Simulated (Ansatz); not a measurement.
Run report: CuO, single-point calculation

The run: single-point calculation of CuO (C2/c, 4 atoms in the cell). Method and program: DFT PBE, scalar-relativistic, plane waves, PAW, spin-polarised (Ansatz 0.2.0).

The structure was made by a generator, so it may or may not be a known phase. Figures and captions count atoms from 1; the log counts them from 0 in places.

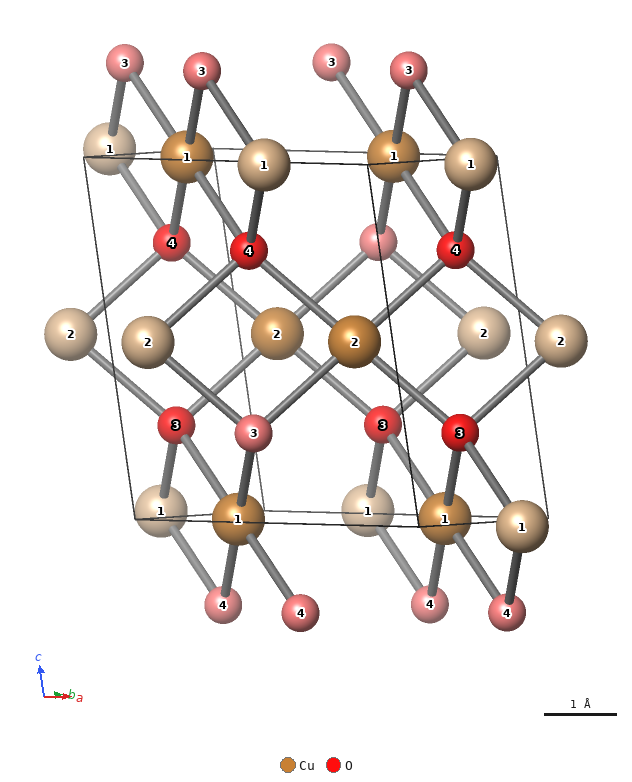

*The input geometry (ball-and-stick view of the cell 2 times as large as that of the calculation, set on its symmetry axes, seen at an oblique angle; neighbours outside the cell are drawn fainter; atoms are numbered from 1 in the order of the input). An atom can appear more than once, as a periodic image.*

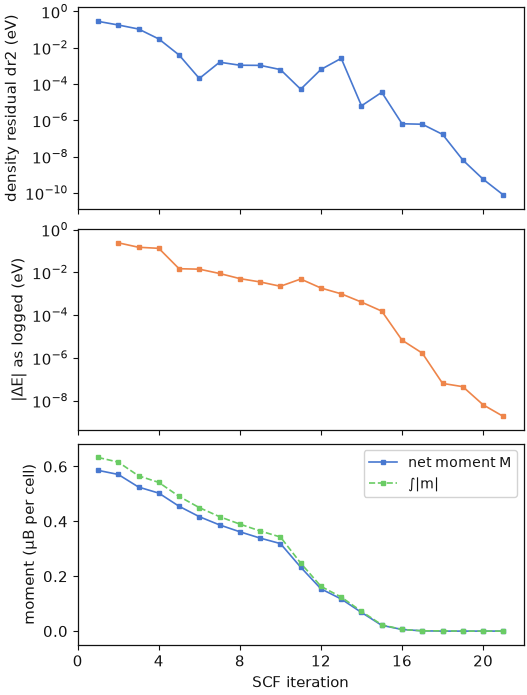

*Convergence of the self-consistent field: density residual dr2, size of the energy change and magnetic moment against the SCF iteration.*

The residual falls unevenly and jumps up by a factor of two or more 4 times on the way down. The net moment goes from 0.6 to 0.0 μB per cell, and ∫|m| falls to zero.

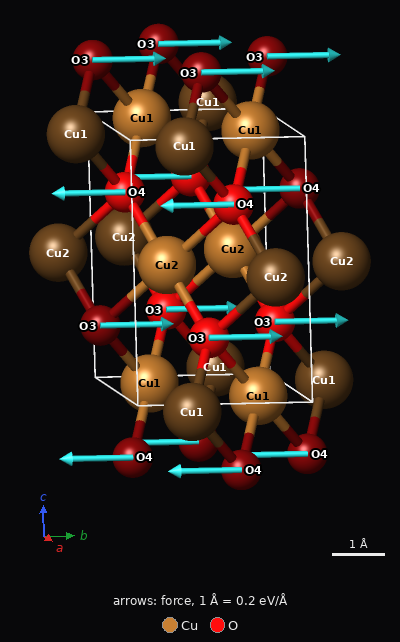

*Forces on the atoms as teal arrows (ball-and-stick view of the cell 2 times as large as that of the calculation, set on its symmetry axes, seen slightly off an axis; neighbours outside the cell are drawn fainter; atoms are numbered from 1 in the order of the input).*

The largest act on O3, O4 (0.29 eV/Å). The geometry is not a stationary point of this energy.

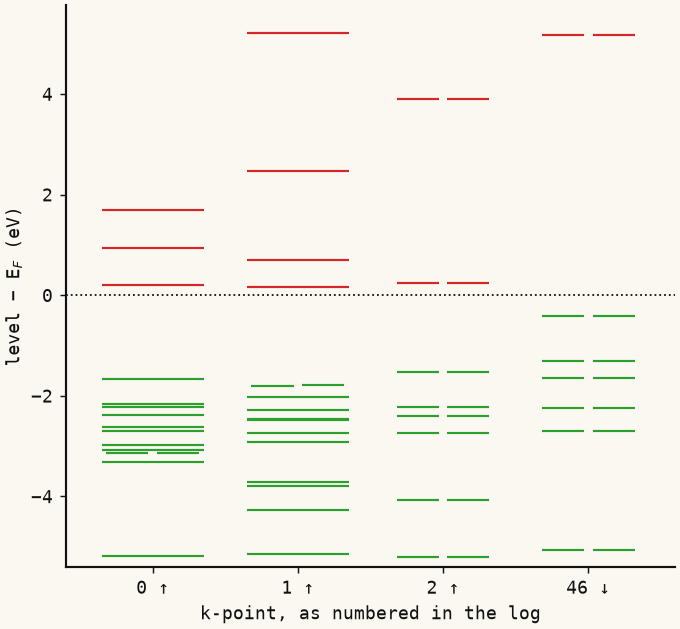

*Kohn–Sham levels near the Fermi level (dotted) at the few k-points that the log prints; levels within 0.02 eV of each other stand side by side.*

The system is metallic on the full mesh.

These pictures come from the run below.

**Input**
```yaml
crystal:
  lattice:
    - [2.34185004, -1.71130002, 0.0]
    - [2.34185004, 1.71130002, 0.0]
    - [-0.85003, 0.0, 5.05786991]
  atoms:
    - { symbol: Cu, position: [0.0, 0.5, 0.0], spin: 1.0 }
    - { symbol: Cu, position: [0.5, 0.0, 0.5], spin: 1.0 }
    - { symbol: O, position: [0.58160001, 0.41839999, 0.25] }
    - { symbol: O, position: [0.41839999, 0.58160001, 0.75] }
basis:
  ecutwfc: 420
kpoints:
  mp_grid: { grid: [6, 6, 4] }
hamiltonian:
  xc: pbe
scf:
  occupations: { method: gaussian, width: 0.1 }
  lower_state_search: "off"
output:
  forces: true
  stress: true
  eigenvalues: true
  populations: true
magnetization:
  spin_polarized: true
```

Launch command:
```bash
ansatz run input.yaml --threads 1 --pin off --max-ram 2560MiB --backend cpu --events-out ev --progress --plain --runs-dir out
```

**What the program printed**
```
Engine: ansatz 0.2.0, x86_64-unknown-linux-gnu
Pseudopotentials: kind: paw
Pseudopotential: Cu, paw, valence charge 19, recommended cutoff 420 eV (normal), Cu.paw.azcp
Pseudopotential: O, paw, valence charge 6, recommended cutoff 420 eV (normal), O.paw.azcp
Functional definition: PBE
  parameter kappa = 0.804
  parameter beta = 0.06672455060314922
  exchange = pbe_x(kappa = kappa, mu = beta*pi^2/3)
  correlation = pbe_c(beta = beta)
Crystal: 4 atoms, lattice volume = 40.540 Å³
Basis set: ecut = 420 eV, 787 PW (Γ), exchange–correlation on 40×40×72 points (8 copies of the dense FFT grid, shifted against one another)
Bands: 32, of which v1, the nominal top of the filled ones, is band 25 counted from 1 (24 counted from 0)
Symmetry: 4 space group operations
Space group: C2/c (ITA 15), of the structure as read, at distance tolerance 3.4e-5 Å
Magnetic group: BNS 15.85 (UNI 92), of the structure as read, at distance tolerance 3.4e-5 Å
k-points: 47 of 144
Non-local potential: Cu, projectors of the file, l = 0: 3, l = 1: 2, l = 2: 3, l = 3: 1
Non-local potential: O, projectors of the file, l = 0: 2, l = 1: 2, l = 2: 1
PAW form: soft (Blöchl's): semilocal exchange-correlation on the pseudo side does not see the compensation charge
PAW one-centre angular grid: Cu, 590 points (default); XC on 64 Gauss nodes
PAW one-centre angular grid: O, 110 points (default); XC on 64 Gauss nodes
Initial density: superposition of atomic densities (chi_scale 0.1, normalization cell, long waves kept (reshape's long-wave potential 0.00 eV rms))
Starting moments: Σ|m| = 2 μB on 2 of 4 sites
Initial wavefunctions: pseudopotential atomic-orbital guess
Functional: x = pbe(κ = 0.804, μ = 0.2195149727645171), c = pbe(β = 0.06672455060314922)
iter 1 solved again at ethr=5.70e-4 eV; its pass at ethr=3.10e-3 eV (dr2=2.85e-1 eV) is discarded
SCF iter   1: F=—  HF=-14381.776162 eV  |F-HF|=—  |Δ(HF+E_count)|=         —  Δρ=8.47e-2 (↑8.38e-2 ↓8.47e-2)  dr2=2.86e-1  dr2_m=2.36e0  M=0.586 μB ∫|m|=0.633 μB  β_m=0.30  ethr=5.70e-4  ⟨swp⟩=1.0  Hψ=14182  notcnv=0
preconditioner: auto → Kerker (q_TF=auto, 2.825 Å⁻¹)  [metal: Δε(μ)=0.011 eV  Ē_g=13.349 eV  σ=0.100 eV  W_gap=0.06  n_scr=20 (ndim 8)  ℏωp=34.0 eV  f_vac=0.000  D(μ)=2.06/eV (n_scr^D=20)]
spin=Collinear: Kerker preconditioning applied to the charge; magnetization (m = ρ↑ − ρ↓) channel mixes plain (no charge-response kernel on spin).
SCF iter   2: F=—  HF=-14382.016957 eV  |F-HF|=—  |Δ(HF+E_count)|=   2.41e-1  Δρ=6.76e-2 (↑6.76e-2 ↓5.42e-2)  dr2=1.80e-1  dr2_m=1.22e0  M=0.571 μB ∫|m|=0.616 μB  β_m=0.30  ethr=5.70e-4  ⟨swp⟩=2.3  Hψ=4119  notcnv=0
SCF iter   3: F=—  HF=-14382.165752 eV  |F-HF|=—  |Δ(HF+E_count)|=   1.49e-1  Δρ=5.14e-2 (↑5.14e-2 ↓4.03e-2)  dr2=1.08e-1  dr2_m=6.98e-1  M=0.525 μB ∫|m|=0.566 μB  β_m=0.30  ethr=3.59e-4  ⟨swp⟩=1.8  Hψ=3778  notcnv=0  defer=3
SCF iter   4: F=—  HF=-14382.298409 eV  |F-HF|=—  |Δ(HF+E_count)|=   1.33e-1  Δρ=3.61e-2 (↑3.61e-2 ↓2.77e-2)  dr2=3.06e-2  dr2_m=3.76e-1  M=0.503 μB ∫|m|=0.542 μB  β_m=0.30  ethr=2.17e-4  ⟨swp⟩=2.0  Hψ=4806  notcnv=0  defer=15
SCF iter   5: F=—  HF=-14382.313253 eV  |F-HF|=—  |Δ(HF+E_count)|=   1.48e-2  Δρ=2.63e-2 (↑2.63e-2 ↓2.43e-2)  dr2=3.99e-3  dr2_m=2.37e-1  M=0.455 μB ∫|m|=0.491 μB  β_m=0.30  ethr=6.12e-5  ⟨swp⟩=1.1  Hψ=3564  notcnv=0  defer=98
SCF iter   6: F=—  HF=-14382.327306 eV  |F-HF|=—  |Δ(HF+E_count)|=   1.41e-2  Δρ=2.04e-2 (↑1.96e-2 ↓2.04e-2)  dr2=2.03e-4  dr2_m=1.49e-1  M=0.417 μB ∫|m|=0.450 μB  β_m=0.30  ethr=7.97e-6  ⟨swp⟩=2.0  Hψ=5087  notcnv=0  defer=143
SCF iter   7: F=—  HF=-14382.336153 eV  |F-HF|=—  |Δ(HF+E_count)|=   8.85e-3  Δρ=1.71e-2 (↑1.47e-2 ↓1.71e-2)  dr2=1.60e-3  dr2_m=9.36e-2  M=0.387 μB ∫|m|=0.417 μB  β_m=0.30  ethr=4.06e-7  ⟨swp⟩=2.4  Hψ=5019  notcnv=0  defer=145
SCF iter   8: F=—  HF=-14382.341255 eV  |F-HF|=—  |Δ(HF+E_count)|=   5.10e-3  Δρ=1.36e-2 (↑1.16e-2 ↓1.36e-2)  dr2=1.09e-3  dr2_m=5.89e-2  M=0.362 μB ∫|m|=0.390 μB  β_m=0.30  ethr=4.06e-7  ⟨swp⟩=2.3  Hψ=4696  notcnv=0  defer=145
SCF iter   9: F=—  HF=-14382.344813 eV  |F-HF|=—  |Δ(HF+E_count)|=   3.56e-3  Δρ=1.11e-2 (↑9.15e-3 ↓1.11e-2)  dr2=1.07e-3  dr2_m=3.80e-2  M=0.339 μB ∫|m|=0.365 μB  β_m=0.30  ethr=4.06e-7  ⟨swp⟩=2.0  Hψ=4387  notcnv=0  defer=145
Mixer restart at iter 9: flushing history
spin-set hold released at iteration 9 (site moments contracting): the magnetisation degrees of freedom join the quasi-Newton model from the next iteration; the mixer history was flushed
SCF iter  10: F=—  HF=-14382.347058 eV  |F-HF|=—  |Δ(HF+E_count)|=   2.24e-3  Δρ=8.95e-3 (↑7.51e-3 ↓8.95e-3)  dr2=6.28e-4  dr2_m=2.51e-2  M=0.319 μB ∫|m|=0.343 μB  β_m=0.50  ethr=4.06e-7  ⟨swp⟩=2.2  Hψ=4160  notcnv=0  defer=145
SCF iter  11: F=—  HF=-14382.351940 eV  |F-HF|=—  |Δ(HF+E_count)|=   4.88e-3  Δρ=3.00e-3 (↑2.80e-3 ↓3.00e-3)  dr2=5.19e-5  dr2_m=3.11e-3  M=0.233 μB ∫|m|=0.248 μB  β_m=0.82  ethr=4.06e-7  ⟨swp⟩=2.0  Hψ=5216  notcnv=0  defer=145
SCF iter  12: F=—  HF=-14382.353788 eV  |F-HF|=—  |Δ(HF+E_count)|=   1.85e-3  Δρ=1.70e-3 (↑1.70e-3 ↓9.50e-4)  dr2=6.38e-4  dr2_m=4.66e-4  M=0.154 μB ∫|m|=0.163 μB  β_m=0.91  ethr=1.04e-7  ⟨swp⟩=2.4  Hψ=5504  notcnv=0  defer=145
SCF iter  13: F=—  HF=-14382.354780 eV  |F-HF|=—  |Δ(HF+E_count)|=   9.91e-4  Δρ=2.29e-3 (↑1.36e-3 ↓2.29e-3)  dr2=2.61e-3  dr2_m=2.96e-4  M=0.117 μB ∫|m|=0.124 μB  β_m=0.58  ethr=1.04e-7  ⟨swp⟩=3.0  Hψ=6187  notcnv=0  defer=145  recentre
SCF iter  14: F=—  HF=-14382.354372 eV  |F-HF|=—  |Δ(HF+E_count)|=   4.07e-4  Δρ=4.87e-4 (↑4.87e-4 ↓4.54e-4)  dr2=6.30e-6  dr2_m=7.86e-5  M=0.068 μB ∫|m|=0.072 μB  β_m=0.84  ethr=1.04e-7  ⟨swp⟩=2.9  Hψ=6007  notcnv=0  defer=155
SCF iter  15: F=—  HF=-14382.354526 eV  |F-HF|=—  |Δ(HF+E_count)|=   1.54e-4  Δρ=2.62e-4 (↑2.01e-4 ↓2.62e-4)  dr2=3.51e-5  dr2_m=6.38e-6  M=0.021 μB ∫|m|=0.023 μB  β_m=0.92  ethr=1.26e-8  ⟨swp⟩=2.7  Hψ=6114  notcnv=0  defer=169
SCF iter  16: F=—  HF=-14382.354533 eV  |F-HF|=—  |Δ(HF+E_count)|=   6.75e-6  Δρ=6.43e-5 (↑6.43e-5 ↓2.11e-5)  dr2=6.47e-7  dr2_m=4.96e-7  M=0.006 μB ∫|m|=0.006 μB  β_m=0.91  ethr=1.26e-8  ⟨swp⟩=2.0  Hψ=5243  notcnv=0  defer=170
SCF iter  17: F=—  HF=-14382.354535 eV  |F-HF|=—  |Δ(HF+E_count)|=   1.67e-6  Δρ=2.79e-5 (↑2.79e-5 ↓2.08e-5)  dr2=6.09e-7  dr2_m=4.14e-8  M=0.001 μB ∫|m|=0.001 μB  β_m=0.96  ethr=1.29e-9  ⟨swp⟩=2.0  Hψ=5228  notcnv=0  defer=170
SCF iter  18: F=—  HF=-14382.354535 eV  |F-HF|=—  |Δ(HF+E_count)|=   6.43e-8  Δρ=1.55e-5 (↑1.04e-5 ↓1.55e-5)  dr2=1.68e-7  dr2_m=6.30e-9  M=-0.000 μB ∫|m|=0.001 μB  β_m=0.85  ethr=1.22e-9  ⟨swp⟩=1.8  Hψ=3790  notcnv=0  defer=170
iter 19 did not close the SCF: its close was put off for a magnetic moment that had not settled (scf_convergence_deferred on its scf_iter line)
SCF iter  19: F=-14382.354535 eV  HF=-14382.354535 eV  |F-HF|=2.43e-9  |Δ(HF+E_count)|=   4.52e-8  Δρ=5.07e-6 (↑5.07e-6 ↓3.23e-6)  dr2=6.45e-9  dr2_m=3.87e-9  M=-0.000 μB ∫|m|=0.000 μB  β_m=0.93  ethr=2.00e-10  ⟨swp⟩=7.5  Hψ=11122  notcnv=0
iter 20 did not close the SCF: its close was put off for a magnetic moment that had not settled (scf_convergence_deferred on its scf_iter line)
SCF iter  20: F=-14382.354535 eV  HF=-14382.354535 eV  |F-HF|=3.17e-10  |Δ(HF+E_count)|=   6.43e-9  Δρ=1.74e-6 (↑1.74e-6 ↓1.41e-6)  dr2=5.70e-10  dr2_m=8.04e-10  M=0.000 μB ∫|m|=0.000 μB  β_m=0.96  ethr=1.29e-11  ⟨swp⟩=1.1  Hψ=8624  notcnv=0
SCF iter  21: F=-14382.354535 eV  HF=-14382.354535 eV  |F-HF|=1.64e-11  |Δ(HF+E_count)|=   1.83e-9  Δρ=3.18e-7 (↑3.18e-7 ↓2.61e-7)  dr2=7.66e-11  dr2_m=1.03e-11  M=0.000 μB ∫|m|=0.000 μB  ethr=1.14e-12  ⟨swp⟩=1.0  Hψ=8602  notcnv=0
WARN: the starting moments were not kept: the SCF closed with an absolute magnetisation of 2.5e-5 μB, where they sum to 2 μB in size (2 sites). That is at most 0.1 of that sum. Measured as dr2_m measures the in/out step, that magnetisation stands 5.1e-10 eV from none, at or under the dr2_threshold of 1.0e-7 eV: it is no larger than a step whose dr2_m would equal this threshold. The system may hold no moment; this SCF shows only that its start led to no more than that. To try another start: raise the starting moments (crystal.atoms[].spin, magnetization.per_species, magnetization.initial_magnetization, or on a non-collinear deck that types none of these the spinor_matrix: blocks that start its atoms; where the total moment is fixed, keep their sum and leave initial_magnetization as it is; typed ones take the place of any that the run laid by itself, positive ones on a crystal's lanthanoids without a Hubbard term where scf.initial_density.shell_occupations: [] is typed) or, if the notice of its spin-set hold's release reads "site moments contracting" or "site moments show no strong build", lengthen the hold (scf.mixing.spin_hold: { on: { confirm: 4 } }; for m-r²SCAN on two components see the key's manual first). Each may lead to a state that holds a moment. A second SCF, from the converged charge density, with the starting moments and any scf.initial_density.shell_occupations laid on it anew, would have followed, and was not run: the deck does not ask for one (magnetization.retry_lost_moments is false, the default). To let it run, set magnetization.retry_lost_moments: true and run the deck again, where that key's refused combinations let it; where memory then withholds it, that run's warning says so.
SCF 1 converged in 21 iterations: F = -14382.354535 eV  dr2 = 7.66e-11
  greatest PAW one-centre occupation: 1.000 electrons in one spin orbital (limit 2), on the Cu atom at site 1 (counted from 0), in its partial waves of l = 0
SCF converged after 21 iterations
Magnetization: 0.0000 μB (25.0000 up, 25.0000 down)
Absolute magnetization: 0.0000 μB (∫|ρ↑−ρ↓|, with the PAW one-centre terms)
Spin contamination: 0.0000 ħ² per cell (⟨S²⟩ above its minimum at these occupations)
Per-site moments (μB) at R_I (Å): [(8.047102850237974e-6, 0.8046941270402947), (8.047102850557165e-6, 0.8046941270402947), (4.092325192506741e-6, 0.8046941270402947), (4.092325192417631e-6, 0.8046941270402947)]
Free energy (F): -14382.354535 eV
Harris-Foulkes:  -14382.354535 eV  (|F-HF|=1.64e-11)
Internal energy: -14382.340924 eV  (E = F + TS)
E sigma→0 (E₀):  -14382.347729 eV
Entropy (-TS):   -0.013611 eV (-3.403 meV/atom)
Fermi energy:    12.253970 eV
--- Per-component energies (eV) ---
  E_band       = -854.175593
  E_kinetic    = 943.199987
  E_local      = -9663.360550  (includes V_loc(G=0)·N_el)
  E_nonlocal   = 879.192405
  E_hartree    = 4186.714646
  E_xc         = -323.944131
  E_vxc        = -415.866988  (∫ρ·V_xc dr)
  E_paw        = -3639.821124  (= ΣΔE_a)
  E_vpaw       = -970.775705  (= ΣTr[D̂ρ^β])
  E_aug_tail   = 0.005569  (compensation charges beyond the density's cutoff)
  E_ewald      = -6764.327725
  E_smearing   = -0.013611  (= −TS)
  E_closure    = -0.000000  (closes the sum)
  Σ components = -14382.354535   (vs F -14382.354535, Δ=0.00e0)
--- Forces (eV/Å), atoms counted from 1 ---
  atom   1  Cu     0.00000000     0.00000000     0.00000000
  atom   2  Cu     0.00000000     0.00000000     0.00000000
  atom   3  O      0.00000000     0.28912435     0.00000000
  atom   4  O      0.00000000    -0.28912435     0.00000000
  max |Σ_I F_I| component: 3.79e-29 eV/Å
--- Stress (GPa, compression-positive) ---
        5.492073       0.000000      -1.135419
        0.000000       7.007595       0.000000
       -1.135418       0.000000       4.815326
  P = ⅓ Tr σ = 5.7717 GPa (57.717 kbar)
--- Band table (eV; the first three rows and the last of 94) ---
  k-point 0 ↑: bands = ["-100.3329", "-100.3323", "-57.8716", "-57.8709", "-57.8323", "-57.8242", "-57.4216", "-57.4211", "-7.7297", "-6.3927", "4.0453", "6.6608", "7.0587", "8.9346", "9.1105", "9.1176", "9.1802", "9.2761", "9.5466", "9.6366", "9.8665", "10.0373", "10.0977", "10.5944", "12.4610", "13.1979", "13.9448", "18.2494", "20.3786", "25.5745", "27.9421", "28.5939"]
  k-point 1 ↑: bands = ["-100.3329", "-100.3324", "-57.8714", "-57.8709", "-57.8311", "-57.8255", "-57.4215", "-57.4212", "-7.5630", "-6.6253", "4.6308", "6.7854", "7.0983", "7.9903", "8.4621", "8.5371", "9.3336", "9.5126", "9.7628", "9.7896", "9.9665", "10.2198", "10.4553", "10.4573", "12.4107", "12.9619", "14.7305", "17.4659", "21.5918", "25.6024", "26.9424", "27.3035"]
  k-point 2 ↑: bands = ["-100.3326", "-100.3326", "-57.8711", "-57.8711", "-57.8283", "-57.8283", "-57.4213", "-57.4213", "-7.1259", "-7.1259", "6.1281", "6.1281", "7.0550", "7.0550", "8.1868", "8.1868", "9.5170", "9.5170", "9.8520", "9.8520", "10.0322", "10.0322", "10.7305", "10.7305", "12.4977", "12.4977", "16.1579", "16.1579", "23.9047", "23.9047", "26.5244", "26.5244"]
  k-point 46 ↓: bands = ["-100.3313", "-100.3313", "-57.8830", "-57.8830", "-57.8287", "-57.8287", "-57.4297", "-57.4297", "-6.2704", "-6.2704", "5.6471", "5.6471", "6.6064", "6.6064", "7.1942", "7.1942", "9.5502", "9.5502", "10.0002", "10.0002", "10.5985", "10.5985", "10.9478", "10.9478", "11.8416", "11.8416", "17.4317", "17.4317", "21.2391", "21.2391", "25.1369", "25.1369"]
--- Löwdin populations: 4 sites ---
  site symbol       q [e]    m [muB]
     0     Cu     17.9983     0.0000
     1     Cu     17.9983     0.0000
     2      O      6.8926     0.0000
     3      O      6.8926     0.0000
  spilling = 0.004363 (of n_electrons = 50.000000)
```

**Summary**

```csv
quantity,value
outcome,converged
space group (tolerance 0.01 Å),C2/c (15)
electrons treated,50
free energy,−14382.3545 eV
Fermi energy,12.254 eV
gap on the k-point mesh,none (metallic)
net moment of the cell,0.00 μB
integrated absolute moment,0.00 μB
pressure,5.77 GPa
largest force (length of the vector),0.289 eV/Å
hardware,"1 thread of Intel Xeon @ 2.50GHz (Skylake/Cascade Lake), 12 GiB of memory available, shared host"
wall time,24 s
peak memory,0.43 GiB
```

Warnings of the run: some starting moments were not kept. The cell is under a pressure of 5.8 GPa at this level, so it is not at its equilibrium volume.
